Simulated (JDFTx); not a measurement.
# A series of single points on Sn

System: Sn (Fd-3m, 2 atoms in the cell).
Method: Kohn-Sham DFT of a periodic cell, LDA, PseudoDojo-SR-LDA-0.4.1-standard, no spin polarisation (JDFTx 1.7.0 (patched build)).

The 7 runs differ only in the geometry, by an even scaling of the cell at fixed fractional positions. The structure derives from an entry of the Crystallography Open Database.

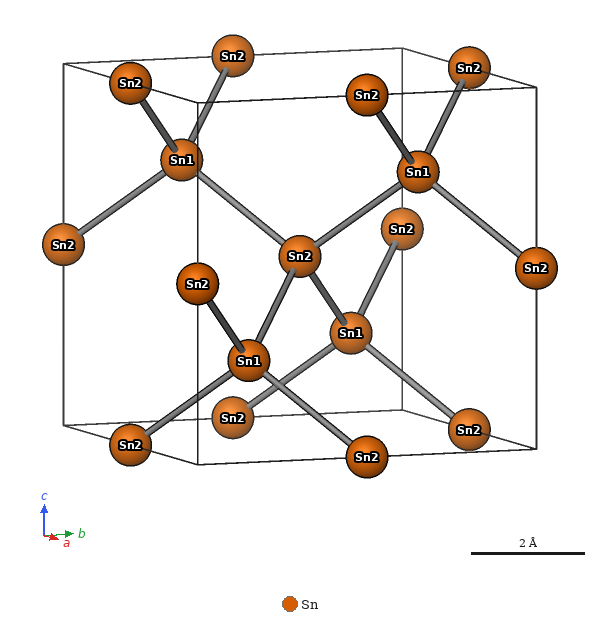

Figure 1. The structure of run 4 (ball-and-stick view of the cell 4 times as large as that of the calculation, set on its symmetry axes, seen slightly off an axis; atoms are numbered from 1 in the order of the input).

### Input of run 4
```
lattice Face-Centered Cubic 12.2202647181
coords-type Lattice
ion Sn     0.7500000000     0.7500000000     0.7500000000 1
ion Sn     0.5000000000     0.5000000000     0.5000000000 1

ion-species pseudo/Sn.upf
elec-cutoff 36 288
elec-ex-corr lda-PW
kpoint-folding 7 7 7
elec-smearing Fermi 0.0018374661
elec-n-bands 21
electronic-SCF nIterations 100 energyDiffThreshold 1e-09
electronic-minimize nIterations 30 energyDiffThreshold 1e-7
forces-output-coords Cartesian

dump-name run.$VAR
dump End Ecomponents EigStats BandEigs Kpoints Forces Stress
```

Command:
```bash
jdftx -c 1 -i Sn.in -o Sn.out
```

Lattice vectors (Å) and fractional positions of run 4:
```
   0.000000    3.233343    3.233343
   3.233343    0.000000    3.233343
   3.233343    3.233343    0.000000
Sn  0.750000  0.750000  0.750000
Sn  0.500000  0.500000  0.500000
```

Run 3 has the same physical settings and fractional positions; its lattice vectors (Å) are:
```
   0.000000    3.211642    3.211642
   3.211642    0.000000    3.211642
   3.211642    3.211642    0.000000
```

### Results, with one run withheld

```tsv
run	volume per atom (Å³)	free energy per atom, from the lowest run given (meV)	pressure (GPa)
1	31.775	21.37	3.42
2	32.451	9.53	2.19
3	33.127	?	?
4	33.803	0.00	0.12
5	34.479	1.24	−0.73
6	35.155	5.87	−1.48
7	35.831	13.49	−2.15
```

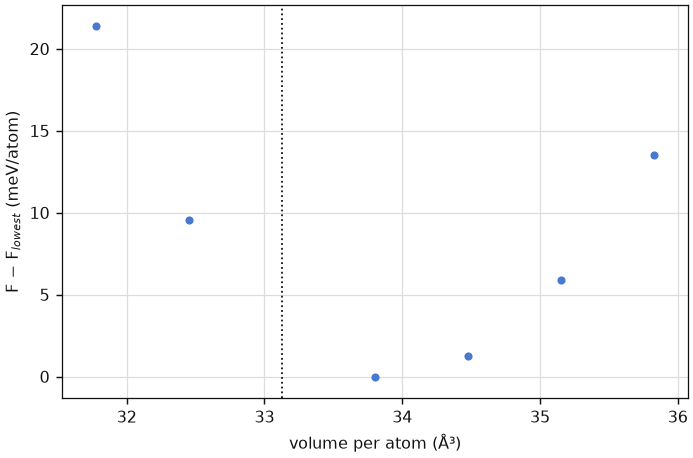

Figure 2. Free energy per atom of the runs given; the dotted line marks run 3.

Estimate the energy of run 3 from the others.

A cubic polynomial in V^(−2/3) (the Birch–Murnaghan form), fitted to the 6 runs given, misses them by under 0.01 meV per atom. With x = V^(−2/3) − 0.09554 Å⁻², it reads F = −0.036975 + 206.36 x + 1.1688e+06 x² + 7.2861e+06 x³ (meV per atom). At run 3 it gives 2.60 meV per atom, and the run itself gives 2.59. The slope of the fit gives a pressure −dF/dV of 1.11 GPa there, and the run prints 1.09 GPa. The fit has its minimum at 33.910 Å³ per atom, where V d²F/dV² gives 44.7 GPa: the bulk modulus at this level, since symmetry fixes the shape and the positions.

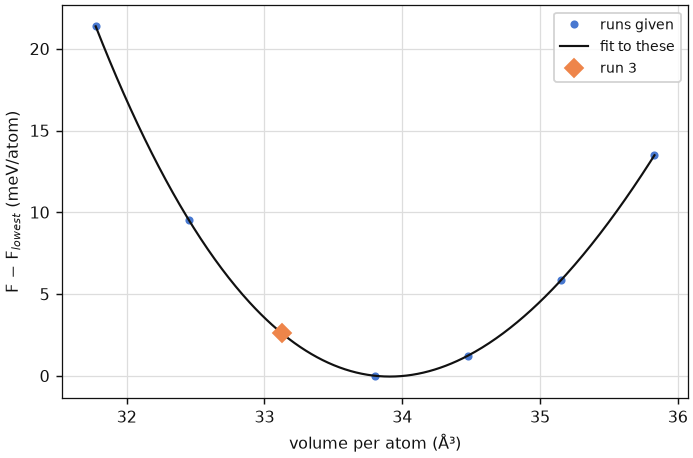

Figure 3. The fit and the withheld run.

### Some lines of the output (run 3)
```
[...]
unit cell volume = 447.103
     Etot =     -135.6435848598040366
        F =     -135.6436580371257605
	HOMO-LUMO gap: +0.009347
	Optical gap  : +0.026486 at state 0 ( [ +0.000000 +0.000000 +0.000000 ] spin 0 )
```
